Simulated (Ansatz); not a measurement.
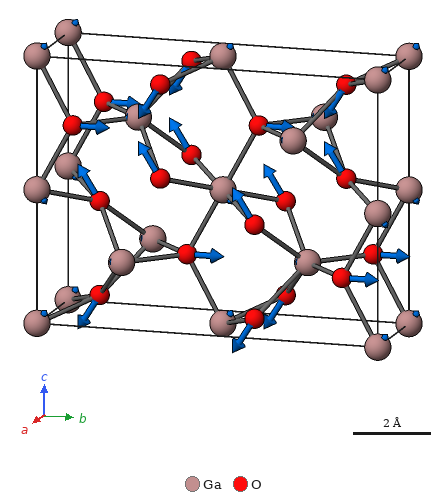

One vibrational mode of crystalline Ga$_{2}$O$_{3}$ at the zone centre. The blue arrows are the displacements of the atoms (eigenvector over the root of the mass), of arbitrary overall length and sign. A ball-and-stick model of the conventional cell (2 times the calculation's cell), seen slightly off an axis. Lengths and directions refer to the drawn axes.

Computed with Ansatz 0.2.0, DFT PBEsol, scalar-relativistic, plane waves, PAW.

The input:
```yaml
crystal:
  lattice:
    - [1.3944687154, -4.6375080189, 0.0]
    - [1.3944687154, 4.6375080189, 0.0]
    - [0.0, 0.0, 7.1491151727]
  atoms:
    - { symbol: Ga, position: [0.2483924239, 0.7516075761, 0.75] }
    - { symbol: Ga, position: [0.7516075761, 0.2483924239, 0.25] }
    - { symbol: Ga, position: [0.0, 0.0, 0.0] }
    - { symbol: Ga, position: [0.0, 0.0, 0.5] }
    - { symbol: O, position: [0.3618315686, 0.6381684314, 0.4258156666] }
    - { symbol: O, position: [0.6381684314, 0.3618315686, 0.5741843334] }
    - { symbol: O, position: [0.6381684314, 0.3618315686, 0.9258156666] }
    - { symbol: O, position: [0.3618315686, 0.6381684314, 0.0741843334] }
    - { symbol: O, position: [0.1052953558, 0.8947046442, 0.25] }
    - { symbol: O, position: [0.8947046442, 0.1052953558, 0.75] }
basis:
  ecutwfc: 420
kpoints:
  mp_grid: { grid: [10, 10, 4] }
hamiltonian:
  xc: pbesol
scf:
  occupations: { method: gaussian, width: 0.05 }
output:
  eigenvalues: true
phonons:
  method: fd
  supercell: [1, 1, 1]
  amplitude: 0.02
  eigenvectors: true
  dielectric: false
```

Command:
```bash
ansatz run input.yaml --threads 2 --pin off --max-ram 5120MiB --backend cpu --events-out ev --progress --plain --runs-dir out
```

Frequencies are those without the non-analytic (LO–TO) term.

Q: What mode is this, and where does it lie in the spectrum?

A: This is the B₂u mode at 18.2 THz, optical level 23 of 25, counted from below (2 lower levels are imaginary, so the structure is unstable), infrared-active by symmetry. The kinetic energy is shared as O 94 %, Ga 6 %.
